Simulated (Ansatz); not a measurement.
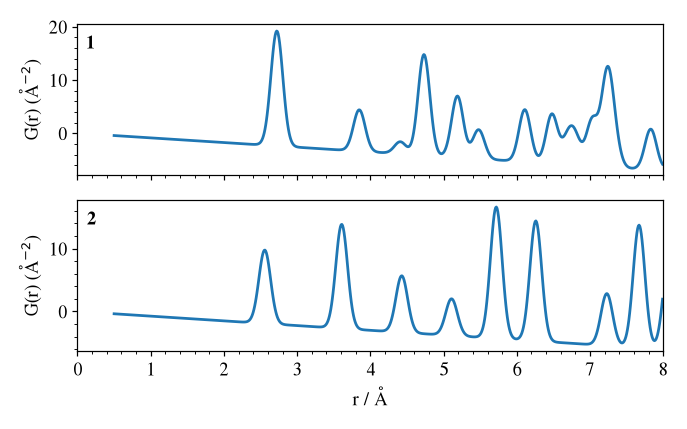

Each curve is a calculated X-ray PDF: distances of the static structure, each pair weighted by the product of the atomic numbers (X-ray weights at Q = 0), broadened by Gaussians with σ = 0.08 Å. There is no Q-range truncation.

Candidate structures:

A. 
```cif
data_structure
_symmetry_space_group_name_H-M 'P 1'
_symmetry_Int_Tables_number 1
_cell_length_a 2.7378
_cell_length_b 2.7378
_cell_length_c 4.4109
_cell_angle_alpha 90.000
_cell_angle_beta 90.000
_cell_angle_gamma 120.000
_cell_volume 28.63
loop_
_atom_site_label
_atom_site_type_symbol
_atom_site_fract_x
_atom_site_fract_y
_atom_site_fract_z
_atom_site_occupancy
Rh1 Rh 0.33333 0.66667 0.25000 1
Rh2 Rh 0.66667 0.33333 0.75000 1
```

B. 
Space group Pm-3m (No. 221). a = 2.556 Å, b = 2.556 Å, c = 2.556 Å, α = 90.00°, β = 90.00°, γ = 90.00°
```json
{"atom": "Rh", "site": "1a", "symmetry": "m-3m", "x": "0.0000", "y": "0.0000", "z": "0.0000"}
```

Origins: A, coordinates from a relaxation with Ansatz 0.2.0, DFT, revPBE, plane waves (420 eV) with PAW, scalar-relativistic; the starting structure was generated, so it need not be a known form of this composition; B, the input geometry of an electronic-structure calculation (not necessarily at equilibrium); the starting structure was generated, so it need not be a known form of this composition.

> Match each curve to its structure.

curve 1 is A (Rh, first clear peaks at 2.72 Å (Rh–Rh) and 3.85 Å (Rh–Rh)); curve 2 is B (Rh, first clear peaks at 2.56 Å (Rh–Rh) and 3.61 Å (Rh–Rh)).
